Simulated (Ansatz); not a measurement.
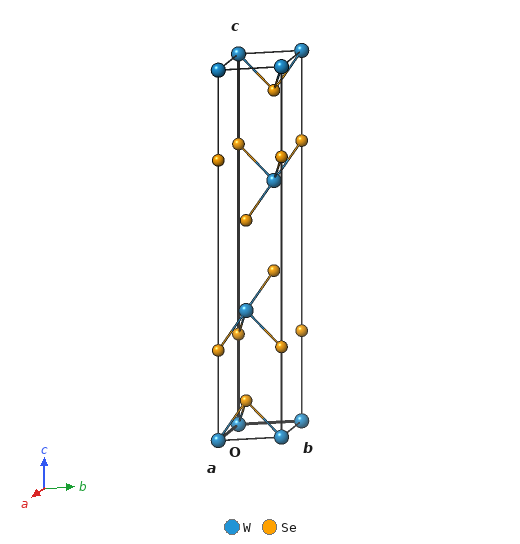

Crystal: WSe2, the geometry relaxed at fixed volume with Ansatz 0.2.0, DFT PBEsol, scalar-relativistic, plane waves, PAW; the starting structure was generated, so it need not be a known form of this composition. One unit cell is drawn above. The drawing is computed from the coordinates (standard cell, symmetry found to 0.002 Å).

```yaml
crystal:
  lattice:
    - [3.22576, 0.00000, 0.00000]
    - [-1.61288, 2.79359, 0.00000]
    - [0.00000, 0.00000, 19.18910]
  atoms:
    - { symbol: W, position: [0.00000, 0.00000, 0.00000] }
    - { symbol: Se, position: [0.33333, 0.66667, 0.91006] }
    - { symbol: Se, position: [0.00000, 0.00000, 0.75661] }
    - { symbol: W, position: [0.66667, 0.33333, 0.33333] }
    - { symbol: Se, position: [0.00000, 0.00000, 0.24339] }
    - { symbol: Se, position: [0.66667, 0.33333, 0.08994] }
    - { symbol: W, position: [0.33333, 0.66667, 0.66667] }
    - { symbol: Se, position: [0.66667, 0.33333, 0.57673] }
    - { symbol: Se, position: [0.33333, 0.66667, 0.42327] }
```

### What is its point group?

-3m (D3d), order 12, trigonal system: one threefold axis, three twofold axes, three mirror planes, an inversion centre.

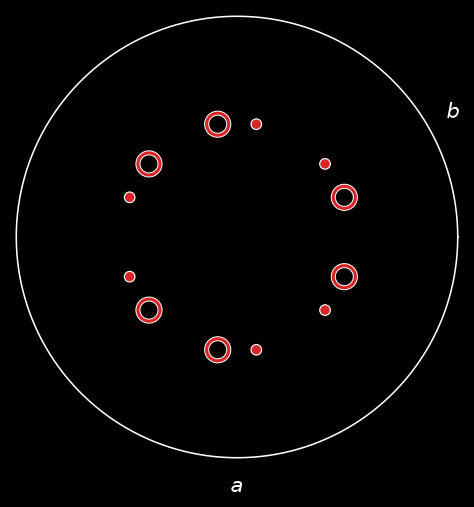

Stereographic projection: filled dots lie in the upper hemisphere, open rings in the lower. The poles are one general form. The c axis points at the viewer.

### What does this class allow?

Class -3m is centrosymmetric, so neither piezoelectric nor pyroelectric; it is not chiral. Its Laue class is -3m.
